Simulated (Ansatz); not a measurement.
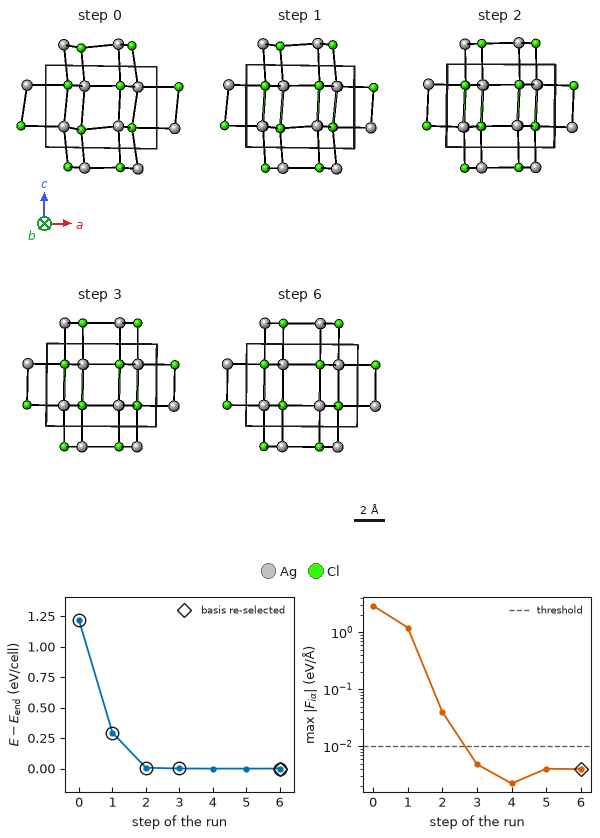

Frames of a relaxation of solid AgCl (built on the h-MgO (five-fold) type), marked on the history of the run. The picture is a ball-and-stick view of the cell of the calculation, seen along the b axis.

Case: shaken.

Method: DFT, PBEsol, plane waves, PAW (Ansatz 0.2.0). Set-up: plane-wave cutoff 420 eV; k-point mesh 4 × 4 × 4; occupations fermi dirac; smearing width 0.05 eV; no spin polarisation; cell and atoms relaxed; force threshold 0.01 eV/Å; at most 120 steps.

What happens along the run?

Answer. A Cl atom moves most relative to the cell: 0.40 Å along [1 1 0]. Largest moves by element: Cl 0.40 Å, Ag 0.21 Å. The drawn cell changes as follows: a 8.914 → 8.855 Å (−0.7 %), b 4.544 → 4.438 Å (−2.3 %), c 5.635 → 5.657 Å (+0.4 %), β 90.8° → 89.9°, γ 121.1° → 120.1°; the volume changes by −1.6 %. Near-neighbour distances that change, for instance: Ag–Cl 3.000 → 2.559 Å, Ag–Cl 2.974 → 2.559 Å, Ag–Cl 2.952 → 2.557 Å, Ag–Cl 2.170 → 2.558 Å. Bond angles that change, for instance: Ag–Cl–Ag 161.2° → 179.9°, Cl–Ag–Cl 161.2° → 179.9°, Cl–Ag–Cl 103.4° → 120.1°. The space group (tolerance 0.01 Å) goes from P1 (No. 1) to P2_1/c (No. 14). Over 5 accepted moves (6 points after the start) the energy falls by 1.215 eV per cell of the calculation. Largest force component: 2.9 eV/Å at the start, 0.004 eV/Å at the end. Pressure: 3.10 GPa at the start and 0.00 GPa at the end. At 1 point the geometry stayed and the basis and grid were re-selected for the new cell (energy shift of 0.5 meV per cell of the calculation at most each time). Cost: 2.4 min on 2 threads of Intel(R) Xeon(R) Platinum 8259CL CPU @ 2.50GHz (Skylake/Cascade Lake) (shared host), peak memory 0.76 GiB. From step 0 to 1: Cl atoms move most (0.19 Å), volume −2.3 %, energy −0.921 eV per cell of the calculation. From step 1 to 2: a Cl atom moves most (0.18 Å), volume +0.8 %, energy −0.288 eV per cell of the calculation. From step 2 to 3: a Cl atom moves most (0.05 Å), volume −0.1 %, energy −5.9 meV per cell of the calculation. From step 3 to 6: a Cl atom moves most (0.03 Å), energy −0.6 meV per cell of the calculation.

```
step  E − E(0), meV/atom  largest force component, eV/Å  pressure, GPa  volume, Å³/atom                      note
   0                0.00                         2.9475           3.10           24.431                          
   1             -115.16                         1.2171           1.23           23.876                          
   2             -151.13                         0.0402          -0.05           24.056                          
   3             -151.86                         0.0048           0.05           24.024                          
   4             -151.99                         0.0022          -0.02           24.053                          
   5             -152.00                         0.0040          -0.01           24.045                          
   6             -151.94                         0.0040           0.00           24.045  same geometry, new basis
```
